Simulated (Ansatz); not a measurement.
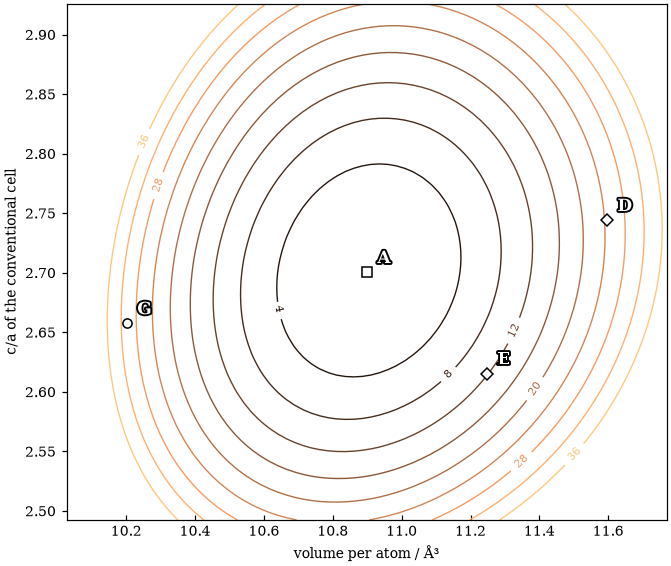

LiNbO3 (R3c, No. 161; 10 atoms in the cell). The energy is mapped over volume and the cell's shape. First axis: volume per atom. Second axis: c/a of the conventional cell. Nothing is relaxed (fractional coordinates fixed). Grid: 11 × 11 points. Points are written as (first, second). Energies: meV/atom, counted from the lowest grid point. Level of theory: DFT PBE, scalar-relativistic, plane waves, PAW (Ansatz). Settings: cutoff 520 eV, k-mesh 6×6×6, gaussian smearing 0.05 eV, no spin polarisation.

In the figure: contour lines labelled in meV/atom (none above 36), lettered points. Between grid points the surface is interpolated.

Is D the lowest point of the computed grid?

No. D lies 24.4 meV/atom above the lowest grid point, which is at (10.899 Å³, 2.701).

What kind of point is each of A, D, E, G: minimum, saddle, maximum or slope?

A: minimum; D: on a slope; E: on a slope; G: on a slope. (In these two coordinates alone; a stationary point may lie a little off the grid point.)

PAW datasets: the set soft_1.
